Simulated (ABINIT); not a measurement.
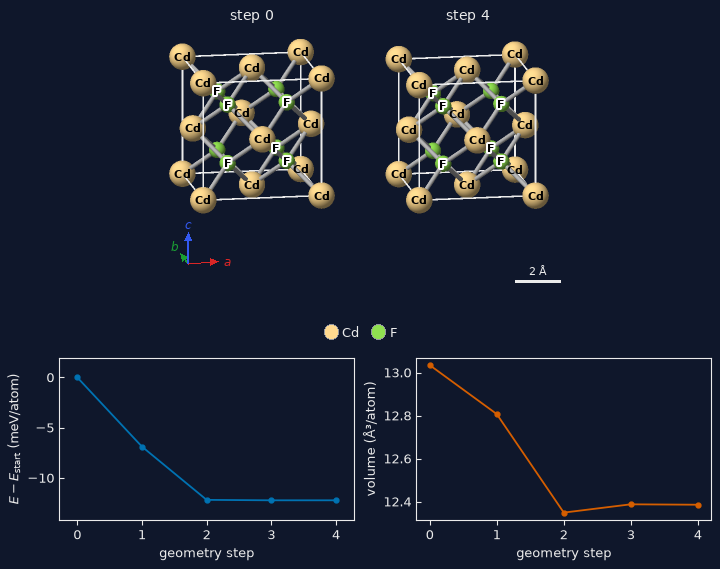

First and last geometry of a relaxation of solid CdF2 (set up in Fm-3m), with the history of the run. Style: ball-and-stick. Shown: the conventional cell (4 times the calculation's cell), slightly off an axis. Lengths and directions refer to the drawn axes.

The run lets cell and atoms move.

Level of theory: ABINIT, Kohn-Sham DFT of a periodic cell, LDA, PseudoDojo NC SR LDA v0.4.1 standard.

Input file:
```
# Pseudopotentials
pp_dirpath "./"
pseudos "Cd.upf, F.upf"

# Structure
acell 3*1.0 Angstrom
rprim
     0.0000000000     2.6940000000     2.6940000000
     2.6940000000     0.0000000000     2.6940000000
     2.6940000000     2.6940000000     0.0000000000
ntypat 2
znucl 48 9
natom 3
typat 1 2 2
chkprim 0
chksymtnons 0
tolsym 1.0e-6
xred
            0.0            0.0            0.0
            3/4            3/4            3/4
            1/4            1/4            1/4

# Plane-wave basis
ecut 53.0
ecutsm 0.5

# k points
kptopt 1
ngkpt 7 7 7
nshiftk 1
shiftk 0.0 0.0 0.0

# Exchange and correlation
ixc 7

# Bands and occupations
nband 21
occopt 3
tsmear 0.05 eV

# SCF cycle
nstep 80
tolvrs 1.0e-12

# Output
iomode 3
prteig 0
prtebands 0
prtwf 0
prtden 0

# Relaxation
ionmov 2
optcell 2
ntime 50
tolmxf 2.0e-5
dilatmx 1.08
```

Command:
```bash
mpirun --bind-to none -np 4 abinit run.abi > log 2>&1
```

Did the run converge, and what did it change?

It converged. Over 4 geometry steps the energy falls by 12.2 meV per atom. All forces vanish by symmetry, so only the cell relaxes. Pressure: −5.74 GPa at the start and 0.00 GPa at the end. The atoms keep their places relative to the cell (all moves are under 0.005 Å). The volume changes by −5.0 %, with a = b = c 5.388 → 5.297 Å (−1.7 %). Some distances before and after: Cd–F 2.333 → 2.294 Å. The space group stays Fm-3m (No. 225). Cost: 88 s on 4 threads of Intel(R) Xeon(R) 6975P-C (Granite Rapids), with other jobs on the host, peak memory 0.4 GiB.
